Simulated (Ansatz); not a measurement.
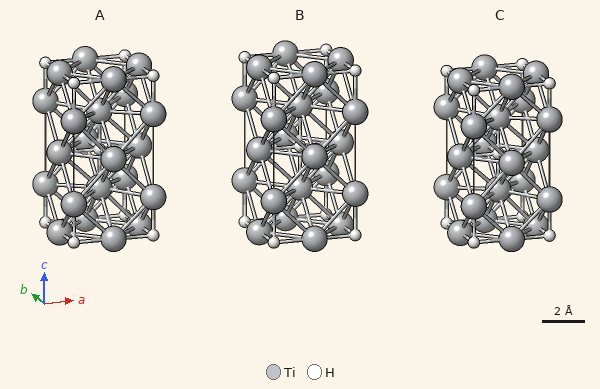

3 geometries from one relaxation of solid Ti₄H (a generated structure, set up in I4/mmm) (coarse preliminary run), in shuffled order. The picture is a ball-and-stick view of the conventional cell (2 times the calculation's cell), seen slightly off an axis. Lengths and directions refer to the drawn axes.

Theory: Ansatz, DFT PBE, scalar-relativistic, plane waves, PAW. Settings: plane-wave cutoff 420 eV; k-point mesh 6 × 6 × 6; occupations gaussian; smearing width 0.1 eV; no spin polarisation; cell and atoms relaxed; force threshold 0.04 eV/Å; at most 70 steps.

### Order the frames from highest to lowest energy.

C, A, B. They are steps 0, 1, 7, at +325 meV per atom, +54.1 meV per atom relative to the last. The largest moves relative to the cell, 0.12 Å, are those of Ti atoms. H stays in place. The volume changes by +25.1 %, with a = b 3.868 → 4.161 Å (+7.6 %), c 7.574 → 8.186 Å (+8.1 %). Some distances before and after: Ti–Ti 2.639 → 2.925 Å, H–Ti 1.795 → 2.056 Å, Ti–Ti 2.742 → 2.942 Å, H–Ti 1.934 → 2.081 Å. The space group stays I4/mmm (No. 139). The energy falls by 325 meV per atom in 5 accepted moves (7 points after the start). Largest force component: 1.4 eV/Å at the start, 0.00052 eV/Å at the end. Pressure: 39.72 GPa at the start and 0.04 GPa at the end. The SCF was repeated twice at an unchanged geometry on a basis and grid sized afresh for the cell, which shifted the energy by 3.4 meV per atom at most. The run took 38 s on 1 thread of Intel(R) Xeon(R) Processor @ 2.70GHz, on a shared host, peak memory 0.41 GiB.
